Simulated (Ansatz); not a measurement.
Consider TiC.

```yaml
crystal:
  lattice:
    - [2.22892, -2.22892, 0.00000]
    - [2.22892, 2.22892, 0.00000]
    - [0.00000, 0.00000, 4.32800]
  atoms:
    - { symbol: Ti, position: [0.00000, 0.00000, 0.00000] }
    - { symbol: Ti, position: [0.50000, 0.50000, 0.50000] }
    - { symbol: C, position: [0.50000, 0.50000, 0.00000] }
    - { symbol: C, position: [0.00000, 0.00000, 0.50000] }
```

Space group I4/mmm; changed on purpose from its base cell (strain +0.030 along x and y, +0.000 along z, atoms carried along); computed pressure about −18 GPa in this cell; computed without spin polarisation.

The calculation used DFT PBEsol, scalar-relativistic, plane waves, PAW (Ansatz).

### What can the converged valence pseudo-density and electron localisation function tell about the bonding?

Ti–C (2.16 Å): the density is about 0.52 e/Å³ at the midpoint; the ELF peaks at about 0.80 in the valence shell of C, 0.7 Å from its nucleus, and is about 0.30 at the midpoint.
Ti–C (2.23 Å): ρ at the midpoint is about 0.45 e/Å³; the ELF peaks at about 0.80 in the valence shell of C, 0.7 Å from its nucleus, and is about 0.30 at the midpoint.

### Does the calculation give a band gap?

It is metallic or semimetallic at this level of theory: no gap opens.

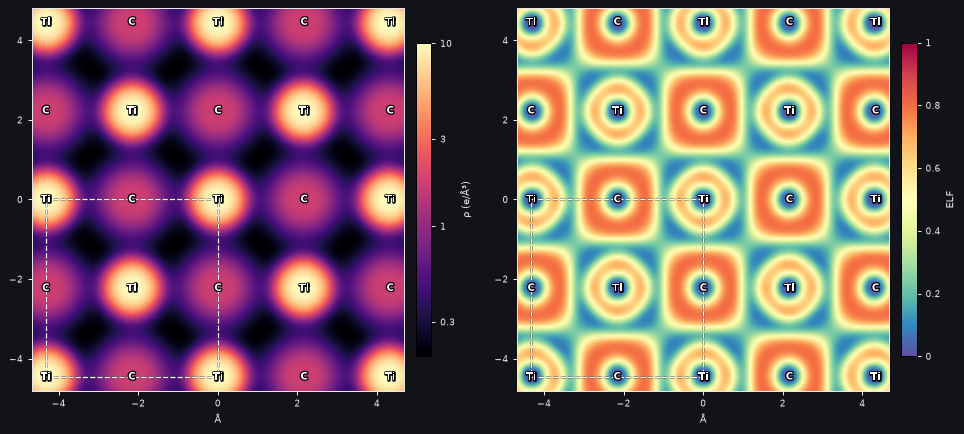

Computed valence pseudo-density and electron localisation function on the (11̄0) plane of the conventional cell, in this order. 

In a PAW calculation such maps are meaningful between the atoms, not at the nuclei.
